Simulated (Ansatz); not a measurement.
**Run report: Al, geometry relaxation (part 2 of 3)**

Al (slab, 36 atoms in the cell); DFT PBE+D3(BJ), scalar-relativistic, plane waves, PAW, no spin polarisation (Ansatz 0.2.0); cutoff 420 eV, 3×3×1 k-mesh, Gaussian smearing of 0.1 eV. The structure derives from an entry of the Crystallography Open Database. The input holds or restrains some coordinates. Forces given for the steps count only the free coordinates. It belongs to a series of runs on one base structure; here: clean slab, lower planes held.

## What the program printed, continued
```
SCF iter   1: F=—  HF=-19350.637040 eV  |F-HF|=—  |Δ(HF+E_count)|=         —  Δρ=2.74e-4  dr2=6.03e-3  ethr=2.02e-4  p=0.016 e·Å  D=1.87e-3 V/Å  ΔV_dip=-0.04 eV  dr2_dipole=1.52e-3  V_vac-E_F(+/−)=4.33/4.37 eV  ⟨swp⟩=2.0  Hψ=507  notcnv=0  defer=80
efield: sawtooth ramp at fractional position 0.9800 (handed on by an earlier solve), width 0.0400; the density the first Hamiltonian is built on has a dipole p = 0.016 e·Å; the dipole correction subtracts the counter field D = 1.87e-3 V/Å, which shifts the + side's vacuum level by -0.04 eV against the − side's; the planar-averaged density in the ramp window peaks in size at 1.6e-7 e/Å³
preconditioner: auto → LDOS  [insulator: Δε(μ)=0.231 eV  Ē_g=6.141 eV  σ=0.100 eV  W_gap=0.87  n_scr=144 (ndim 8)  ℏωp=9.7 eV  f_vac=0.489  D(μ)=7.79/eV (n_scr^D=26)  ε∞_Penn≈3.5  β→1.0]
SCF iter   2: F=—  HF=-19350.636683 eV  |F-HF|=—  |Δ(HF+E_count)|=   3.58e-4  Δρ=1.56e-4  dr2=4.06e-3  ethr=5.58e-6  p=0.025 e·Å  D=2.92e-3 V/Å  ΔV_dip=-0.06 eV  dr2_dipole=1.53e-3  V_vac-E_F(+/−)=4.33/4.39 eV  ⟨swp⟩=2.3  Hψ=510  notcnv=0  defer=80
SCF iter   3: F=—  HF=-19350.636152 eV  |F-HF|=—  |Δ(HF+E_count)|=   5.31e-4  Δρ=4.17e-5  dr2=2.86e-4  ethr=3.76e-6  p=0.011 e·Å  D=1.33e-3 V/Å  ΔV_dip=-0.03 eV  dr2_dipole=1.23e-4  V_vac-E_F(+/−)=4.35/4.38 eV  ⟨swp⟩=2.7  Hψ=306  notcnv=0  defer=80
SCF iter   4: F=—  HF=-19350.636128 eV  |F-HF|=—  |Δ(HF+E_count)|=   2.38e-5  Δρ=8.50e-6  dr2=6.78e-6  ethr=2.65e-7  p=0.013 e·Å  D=1.53e-3 V/Å  ΔV_dip=-0.03 eV  dr2_dipole=1.72e-7  V_vac-E_F(+/−)=4.35/4.38 eV  ⟨swp⟩=2.3  Hψ=351  notcnv=0  defer=80
SCF iter   5: F=—  HF=-19350.637687 eV  |F-HF|=—  |Δ(HF+E_count)|=   1.56e-3  Δρ=2.92e-6  dr2=8.93e-7  ethr=6.27e-9  p=0.013 e·Å  D=1.51e-3 V/Å  ΔV_dip=-0.03 eV  dr2_dipole=4.73e-7  V_vac-E_F(+/−)=4.35/4.38 eV  ⟨swp⟩=3.0  Hψ=426  notcnv=0  defer=80
SCF iter   6: F=-19350.637687 eV  HF=-19350.637687 eV  |F-HF|=3.49e-8  |Δ(HF+E_count)|=   3.15e-7  Δρ=8.31e-7  dr2=2.43e-8  ethr=9.26e-11  p=0.013 e·Å  D=1.52e-3 V/Å  ΔV_dip=-0.03 eV  dr2_dipole=4.27e-9  V_vac-E_F(+/−)=4.35/4.38 eV  ⟨swp⟩=20.0  Hψ=2703  notcnv=0
the search or the solves at the SCF's close seem to have found levels that the self-consistency loop had missed (the run counts 1). By its estimate they hold under 1e-12 electrons; where the run keeps them, the occupations were computed again with them
SCF 4 converged in 6 iterations: F = -19350.637687 eV  dr2 = 2.43e-8
relax step   4: F+E_penalty+E_count = -19350.63768749 eV  Δ(F+E_penalty+E_count) = -2.419e-3 eV  max|allowed force component| = 3.118e-2 eV/Å  Δτ_max = 0.0274 Å  (6 SCF iters, accepted)
SCF iter   1: F=—  HF=-19350.637688 eV  |F-HF|=—  |Δ(HF+E_count)|=         —  Δρ=1.44e-4  dr2=2.23e-3  ethr=1.38e-5  p=0.013 e·Å  D=1.52e-3 V/Å  ΔV_dip=-0.03 eV  dr2_dipole=5.72e-4  V_vac-E_F(+/−)=4.34/4.38 eV  ⟨swp⟩=2.0  Hψ=526  notcnv=0  defer=80
efield: sawtooth ramp at fractional position 0.9800 (handed on by an earlier solve), width 0.0400; the density the first Hamiltonian is built on has a dipole p = 0.013 e·Å; the dipole correction subtracts the counter field D = 1.52e-3 V/Å, which shifts the + side's vacuum level by -0.03 eV against the − side's; the planar-averaged density in the ramp window peaks in size at 2.0e-7 e/Å³
preconditioner: auto → LDOS  [insulator: Δε(μ)=0.240 eV  Ē_g=6.133 eV  σ=0.100 eV  W_gap=0.87  n_scr=144 (ndim 8)  ℏωp=9.7 eV  f_vac=0.487  D(μ)=7.04/eV (n_scr^D=18)  ε∞_Penn≈3.5  β→1.0]
SCF iter   2: F=—  HF=-19350.637576 eV  |F-HF|=—  |Δ(HF+E_count)|=   1.11e-4  Δρ=7.94e-5  dr2=1.46e-3  ethr=2.07e-6  p=0.008 e·Å  D=8.66e-4 V/Å  ΔV_dip=-0.02 eV  dr2_dipole=5.80e-4  V_vac-E_F(+/−)=4.35/4.37 eV  ⟨swp⟩=2.3  Hψ=440  notcnv=0  defer=80
SCF iter   3: F=—  HF=-19350.637430 eV  |F-HF|=—  |Δ(HF+E_count)|=   1.47e-4  Δρ=2.50e-5  dr2=1.28e-4  ethr=1.35e-6  p=0.015 e·Å  D=1.79e-3 V/Å  ΔV_dip=-0.04 eV  dr2_dipole=6.33e-5  V_vac-E_F(+/−)=4.33/4.37 eV  ⟨swp⟩=2.3  Hψ=298  notcnv=0  defer=80
SCF iter   4: F=—  HF=-19350.637424 eV  |F-HF|=—  |Δ(HF+E_count)|=   5.53e-6  Δρ=4.96e-6  dr2=2.64e-6  ethr=1.19e-7  p=0.014 e·Å  D=1.61e-3 V/Å  ΔV_dip=-0.04 eV  dr2_dipole=7.61e-11  V_vac-E_F(+/−)=4.34/4.37 eV  ⟨swp⟩=2.0  Hψ=329  notcnv=0  defer=80
SCF iter   5: F=—  HF=-19350.639025 eV  |F-HF|=—  |Δ(HF+E_count)|=   1.60e-3  Δρ=2.48e-6  dr2=6.36e-7  ethr=2.45e-9  p=0.014 e·Å  D=1.62e-3 V/Å  ΔV_dip=-0.04 eV  dr2_dipole=2.52e-7  V_vac-E_F(+/−)=4.34/4.37 eV  ⟨swp⟩=3.0  Hψ=433  notcnv=0  defer=80
SCF iter   6: F=-19350.639025 eV  HF=-19350.639025 eV  |F-HF|=3.89e-8  |Δ(HF+E_count)|=   9.53e-8  Δρ=9.97e-7  dr2=1.38e-8  ethr=9.26e-11  p=0.014 e·Å  D=1.62e-3 V/Å  ΔV_dip=-0.04 eV  dr2_dipole=2.39e-9  V_vac-E_F(+/−)=4.34/4.37 eV  ⟨swp⟩=21.0  Hψ=2485  notcnv=0
SCF 5 converged in 6 iterations: F = -19350.639025 eV  dr2 = 1.38e-8
relax step   5: F+E_penalty+E_count = -19350.63902472 eV  Δ(F+E_penalty+E_count) = -1.337e-3 eV  max|allowed force component| = 6.567e-3 eV/Å  Δτ_max = 0.0125 Å  (6 SCF iters, accepted)
```

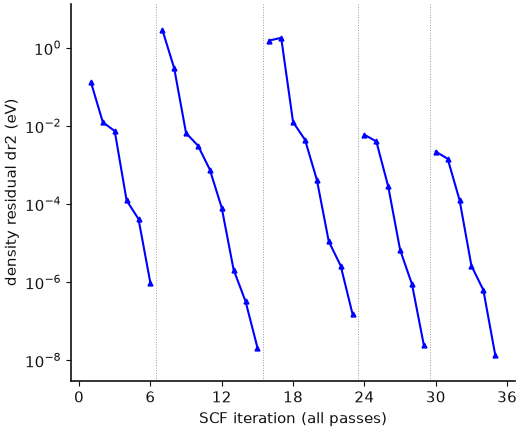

Fig. 1: Convergence of the self-consistent field: density residual dr2 against the SCF iteration. The dotted lines part the SCF passes of the relaxation: geometry steps, rejected trials and re-solves on a re-selected basis. The 5 passes take 6 to 9 iterations each, 35 in all.

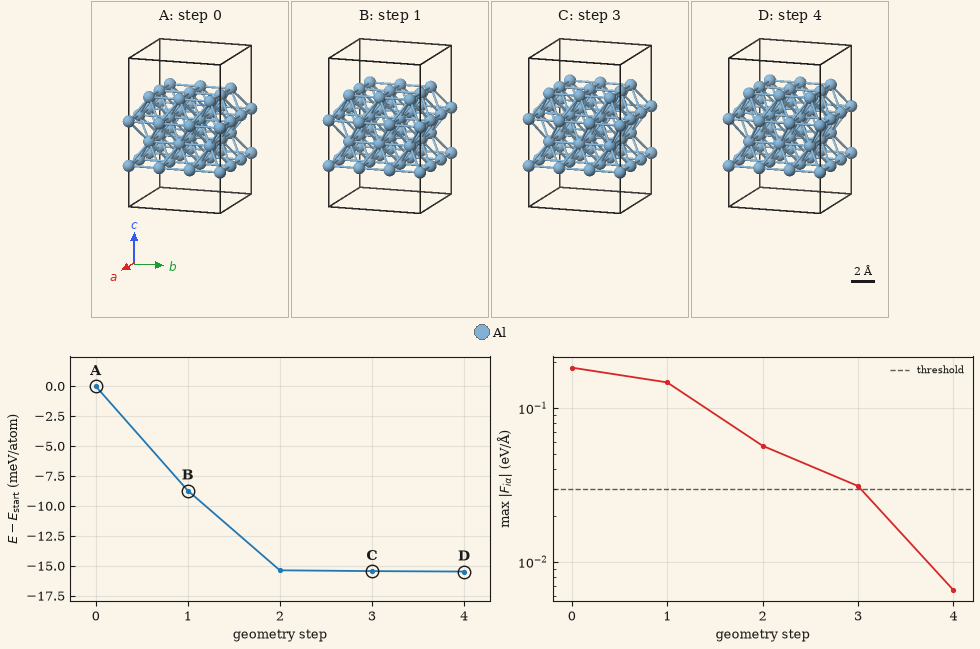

Fig. 2: Frames of the restrained relaxation (ball-and-stick view of the cell of the calculation, with the vacuum cut short (origin shifted), seen slightly off an axis) above the curves, on which the letters mark them (the first geometry is step 0 here and step 1 in the log).

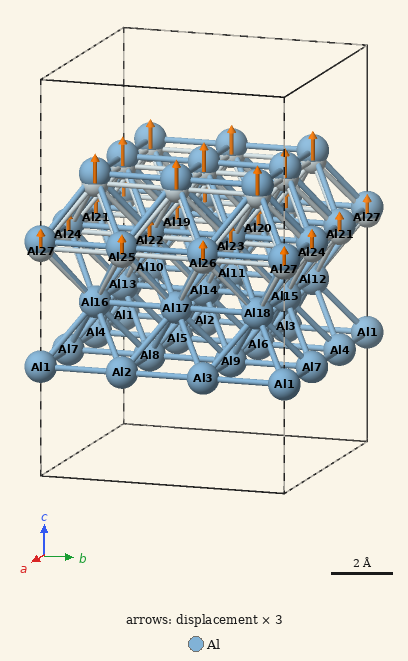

Fig. 3: Start (faint) and end (solid) with the displacements as orange arrows, magnified 3 times (ball-and-stick view of the cell of the calculation, with the vacuum cut short (origin shifted), seen slightly off an axis). After 4 geometry steps the energy has fallen by 15.5 meV per atom. The largest force component goes from 0.18 to 0.0066 eV/Å. The largest moves, 0.33 Å, are those of 9 atoms (Al28, Al29, Al30, Al31 and others). The lattice vectors keep their values. Distances before and after: Al10–Al19 2.816 → 2.978 Å, Al19–Al28 2.816 → 2.895 Å. (Atoms are counted from 1 in the order of the input.)

```
WARN: The output density's exchange-correlation potential varies sharply where the density is thin. Do not read a vacuum level from v_tot or v_xc, or from such a field of the output density. On a cell that repeats whose density bears no net charge and no dipole along the vacuum's axis use v_es (v_loc + v_h of the components); under efield.dipole_correction with no amplitude use v_es + v_field, which holds any external_charges[].barrier, or the levels of the report's work_function block, which leave it out; under a non-zero efield.amplitude the vacuum is tilted and has no level; on a cell that repeats and bears such a dipole with no correction it is tilted too, and efield.dipole_correction with no amplitude gives each side of its ramp a level where efield: is served; in a cell that repeats whose density bears a net charge (total_charge, or a fill off its count) it is curved and has none; of a slab under crystal.periodic whose density bears no net charge use v_es, which has a level on each side, short of where the two are joined; of another it falls or rises all the way out and has none; of a slab beside external_charges read slab_vacuum_level instead, which it has where they leave it neutral. The grid or the basis barely resolves most such structure, and the values can differ between equally converged runs; as a rule a tighter scf.convergence.dr2_threshold does not remove it. Where the density itself ripples (under the LDA too) a higher basis.ecutwfc lessens it. The files hold the spikes' plane waves up to the density's cutoff. Files: v_tot_of_output_density and the like, and their columns of v_z.tsv (output.write_potential); v_xc_of_output_density and the like, and their columns of v_comp_z.tsv (output.write_potential_components). Measured: with its Gaussian average of σ = 0.25 Å subtracted twice, the exchange-correlation potential is over 0.1 eV at 9 of the grid points where the equally averaged density (valence and model cores) is under 1e-3 e/Å³, and 0.111 eV at the most among them, at an averaged density of 2.2e-8 e/Å³. The input density's (outcome.potential() and, of a run that writes arrays, v_tot and v_xc) is over 0.1 eV, so measured, at 9 points of its own thin density, 0.100 eV at the most. See output.write_potential in the manual, Limitations
SCF converged after 6 iterations
Free energy (F): -19350.639025 eV
Harris-Foulkes:  -19350.639025 eV  (|F-HF|=3.89e-8)
Internal energy: -19350.603693 eV  (E = F + TS)
E sigma→0 (E₀):  -19350.621359 eV
Entropy (-TS):   -0.035332 eV (-0.981 meV/atom)
Fermi energy:    0.386515 eV
Dipole field:    D = 0.001598 V/Å  (p = 0.013850 e·Å, saw-weighted, corrected)
Work function:   Φ+ = 4.3364 eV   Φ− = 4.3715 eV
Levels:          The Fermi level and band energies are counted from a zero that moves with the ramp; work functions are not
--- Per-component energies (eV) ---
  E_band       = -405.449101
  E_kinetic    = 773.742355
  E_local      = -20176.751878  (includes V_loc(G=0)·N_el)
  E_nonlocal   = 377.741441
  E_hartree    = 9879.041818
  E_xc         = -1404.401552
  E_vxc        = -1007.385761  (∫ρ·V_xc dr)
  E_paw        = -16822.785232  (= ΣΔE_a)
  E_vpaw       = -130.856439  (= ΣTr[D̂ρ^β])
  E_aug_tail   = -0.000074  (compensation charges beyond the density's cutoff)
  E_efield     = 0.000011  (sawtooth field / dipole correction)
  E_vefield    = -0.023896  (∫n·V_field dr)
  E_ewald      = 8031.479325
  E_disp       = -8.669908  (pairwise vdW)
  E_smearing   = -0.035332  (= −TS)
  E_closure    = -0.000000  (closes the sum)
  Σ components = -19350.639025   (vs F -19350.639025, Δ=0.00e0)
--- Forces (eV/Å), atoms counted from 1 ---
  atom   1  Al     0.00000000     0.00000000    -0.44272904
  atom   2  Al     0.00000000     0.00000000    -0.44272904
  atom   3  Al     0.00000000     0.00000000    -0.44272904
  atom   4  Al     0.00000000     0.00000000    -0.44272904
  atom   5  Al     0.00000000     0.00000000    -0.44272904
  atom   6  Al     0.00000000     0.00000000    -0.44272904
  atom   7  Al     0.00000000     0.00000000    -0.44272904
  atom   8  Al     0.00000000    -0.00000000    -0.44272904
  atom   9  Al     0.00000000    -0.00000000    -0.44272904
  atom  10  Al     0.00000000     0.00000000     0.44731710
  atom  11  Al    -0.00000000     0.00000000     0.44731710
  atom  12  Al    -0.00000000     0.00000000     0.44731710
  atom  13  Al    -0.00000000    -0.00000000     0.44731710
  atom  14  Al    -0.00000000     0.00000000     0.44731710
  atom  15  Al     0.00000000    -0.00000000     0.44731710
  atom  16  Al    -0.00000000    -0.00000000     0.44731710
  atom  17  Al    -0.00000000     0.00000000     0.44731710
  atom  18  Al    -0.00000000    -0.00000000     0.44731710
  atom  19  Al     0.00000000    -0.00000000    -0.00656673
  atom  20  Al     0.00000000     0.00000000    -0.00656673
  atom  21  Al     0.00000000     0.00000000    -0.00656673
  atom  22  Al     0.00000000     0.00000000    -0.00656673
  atom  23  Al     0.00000000     0.00000000    -0.00656673
  atom  24  Al     0.00000000     0.00000000    -0.00656673
  atom  25  Al     0.00000000    -0.00000000    -0.00656673
  atom  26  Al     0.00000000     0.00000000    -0.00656673
  atom  27  Al     0.00000000     0.00000000    -0.00656673
  atom  28  Al    -0.00000000     0.00000000     0.00197371
  atom  29  Al    -0.00000000    -0.00000000     0.00197371
  atom  30  Al    -0.00000000    -0.00000000     0.00197371
  atom  31  Al    -0.00000000     0.00000000     0.00197371
  atom  32  Al    -0.00000000    -0.00000000     0.00197371
  atom  33  Al    -0.00000000     0.00000000     0.00197371
  atom  34  Al    -0.00000000     0.00000000     0.00197371
  atom  35  Al    -0.00000000     0.00000000     0.00197371
  atom  36  Al    -0.00000000    -0.00000000     0.00197371
  max |Σ_I F_I| component: 4.45e-5 eV/Å
--- Band table (eV) ---
  k-point 0: bands = ["-10.2898", "-9.1176", "-8.2380", "-8.2380", "-8.2380", "-8.2380", "-7.0807", "-7.0807", "-7.0807", "-7.0807", "-6.9050", "-6.2177", "-6.2177", "-6.2177", "-6.2177", "-5.0758", "-5.0758", "-5.0758", "-5.0758", "-4.8882", "-4.8882", "-4.8882", "-4.8882", "-4.2631", "-2.9032", "-2.9032", "-2.9032", "-2.9032", "-2.3287", "-2.3287", "-2.3287", "-2.3287", "-2.1860", "-2.1860", "-2.1860", "-2.1860", "-1.9048", "-1.1486", "-1.1486", "-1.1486", "-1.1486", "-0.9630", "-0.9630", "-0.9630", "-0.9630", "-0.3296", "-0.3296", "-0.3296", "-0.3296", "0.0159", "0.0159", "0.0159", "0.0159", "0.0956", "0.0956", "0.0956", "0.0956", "0.5908", "0.5908", "0.5908", "0.5908", "0.9963", "0.9963", "0.9963", "0.9963", "1.3698", "1.6549", "1.6549", "1.6549", "1.6549", "1.9893", "1.9893", "1.9893", "1.9893", "2.2104", "2.2104", "2.2104", "2.2104", "3.3665", "3.3665", "3.3665", "3.3665", "3.6314", "3.6314", "3.6314", "3.6314", "3.6596", "3.7586", "3.7586", "3.7586"]
  k-point 1: bands = ["-10.0604", "-9.3743", "-8.8898", "-8.2086", "-8.0118", "-8.0118", "-7.3358", "-7.3358", "-6.8562", "-6.8562", "-6.6794", "-6.6626", "-6.1852", "-6.1852", "-6.0049", "-5.5183", "-4.6737", "-4.6737", "-4.6658", "-4.6658", "-4.6591", "-4.0382", "-4.0013", "-4.0013", "-3.5470", "-3.5470", "-3.5298", "-3.3671", "-3.3406", "-2.7448", "-2.7448", "-2.1177", "-2.1177", "-1.9682", "-1.9682", "-1.6904", "-1.6455", "-1.6455", "-1.5006", "-1.5006", "-1.4081", "-1.3835", "-1.3835", "-1.3315", "-1.3315", "-1.0500", "-0.9427", "-0.9427", "-0.6830", "-0.3559", "-0.3559", "0.2293", "0.2293", "0.4701", "0.4701", "0.5111", "0.8659", "0.8659", "0.9859", "1.1478", "1.1478", "1.1990", "1.1990", "1.5197", "1.5197", "1.5786", "1.6112", "1.7755", "1.7755", "1.8439", "2.2516", "2.5549", "2.5549", "2.7190", "2.7190", "2.8306", "2.8306", "3.3480", "3.3480", "3.4703", "3.5594", "3.5594", "3.6165", "3.6275", "3.6275", "3.7844", "3.8175", "3.8175", "3.8445", "3.8445"]
```
